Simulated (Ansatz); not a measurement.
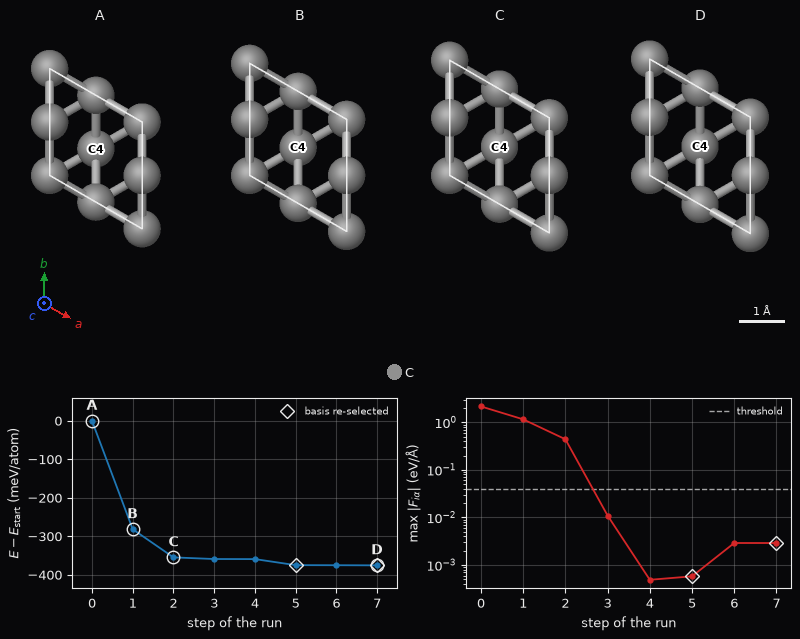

Frames of a relaxation of crystalline C (a generated structure, set up in P6_222) (coarse preliminary run), marked on the history of the run. The picture is a ball-and-stick view of the cell of the calculation, seen along the c axis.

Level of theory: DFT PBE, scalar-relativistic, plane waves, PAW in Ansatz 0.2.0.

The input:
```yaml
crystal:
  lattice:
    - [2.38398734, 0.0, 0.0]
    - [-1.19199367, 2.0645936, 0.0]
    - [0.0, 0.0, 8.48118344]
  atoms:
    - { symbol: C, position: [0.5, 0.5, 0.05972903] }
    - { symbol: C, position: [0.5, 0.0, 0.7263957] }
    - { symbol: C, position: [0.0, 0.5, 0.39306237] }
    - { symbol: C, position: [0.5, 0.5, 0.60693763] }
    - { symbol: C, position: [0.5, 0.0, 0.2736043] }
    - { symbol: C, position: [0.0, 0.5, 0.94027097] }
    - { symbol: C, position: [0.0, 0.0, 0.5] }
    - { symbol: C, position: [0.0, 0.0, 0.16666667] }
    - { symbol: C, position: [0.0, 0.0, 0.83333333] }
basis:
  ecutwfc: 420
kpoints:
  mp_grid: { grid: [12, 12, 2] }
hamiltonian:
  xc: pbe
scf:
  occupations: { method: gaussian, width: 0.1 }
  lower_state_search: "off"
output:
  forces: true
  stress: true
  eigenvalues: true
relax:
  adjacent_minimum: "off"
  f_tol: 0.04
  max_steps: 70
  cell: { stress_tol: 0.4 }
```

Run as
```bash
ansatz run input.yaml --threads 1 --pin off --max-ram 2560MiB --backend cpu --events-out ev --progress --plain --runs-dir out
```

Q: Describe the path.

A: The largest moves relative to the cell, 0.032 Å, are those of C1, C2, C3, C4, C5 and C6. C5 goes along +c. The volume changes by +20.9 %, with a = b 2.384 → 2.597 Å (+8.9 %), c 8.481 → 8.641 Å (+1.9 %). Near-neighbour distances that change, for instance: C1–C8 1.498 → 1.612 Å, C1–C6 1.564 → 1.620 Å. Among the angles between lasting bonds that change: C6–C1–C6 99.3° → 106.6°, C6–C1–C8 95.1° → 91.8°. The space group stays P6_222 (No. 180). The energy falls by 375 meV per atom in 5 accepted moves (7 points after the start). The largest force component goes from 2.2 to 0.0029 eV/Å. Pressure: 113.22 GPa at the start and 0.27 GPa at the end. At 2 points the geometry stayed and the basis and grid were re-selected for the new cell (energy shift of 15.7 meV per atom at most each time). From step 0 to 1: volume +9.2 %, energy −282 meV per atom. From step 1 to 2: volume +7.4 %, energy −72.9 meV per atom. From step 2 to 7: volume +3.0 %, energy −20.7 meV per atom.
